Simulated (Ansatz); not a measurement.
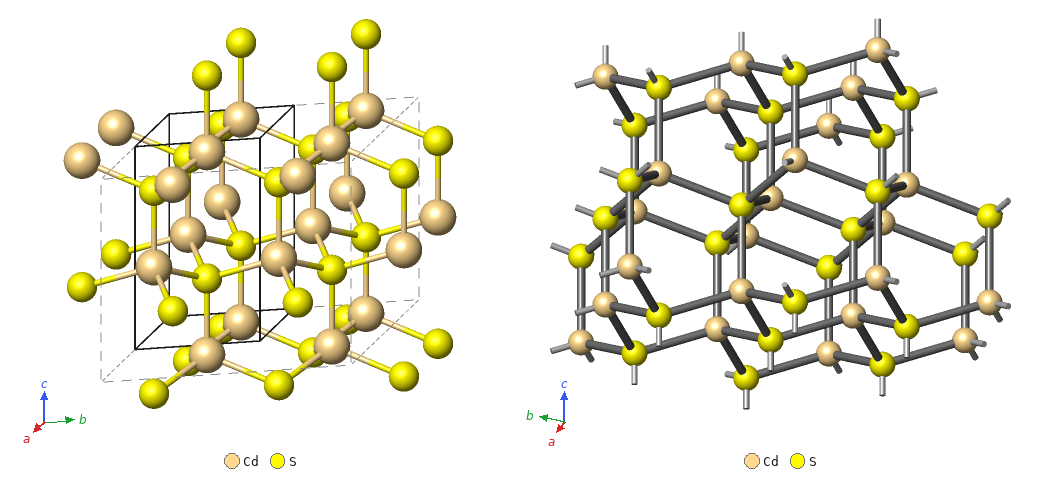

Left: the structure. Right: its underlying net. Nodes are coloured by element. Short stubs are edges that leave the cut-out.

CdS (space group P6_3mc, No. 186). Coordinates: the geometry relaxed with DFT PBE, scalar-relativistic, plane waves, PAW in Ansatz.

Bonds are taken as Cd–S below 2.9 Å; no other contact counts. Simplification: prune 0- and 1-connected atoms, fold 2-connected ones into links.

The result is a uninodal 4-connected, three-periodic net: Cd and S are 4-connected nodes. It is the lon net, known from lonsdaleite, wurtzite and tridymite. It is a single net, without interpenetration.

```
    node  links  point symbol  coordination sequence
Cd and S      4            6⁶          4 12 25 44 67
```
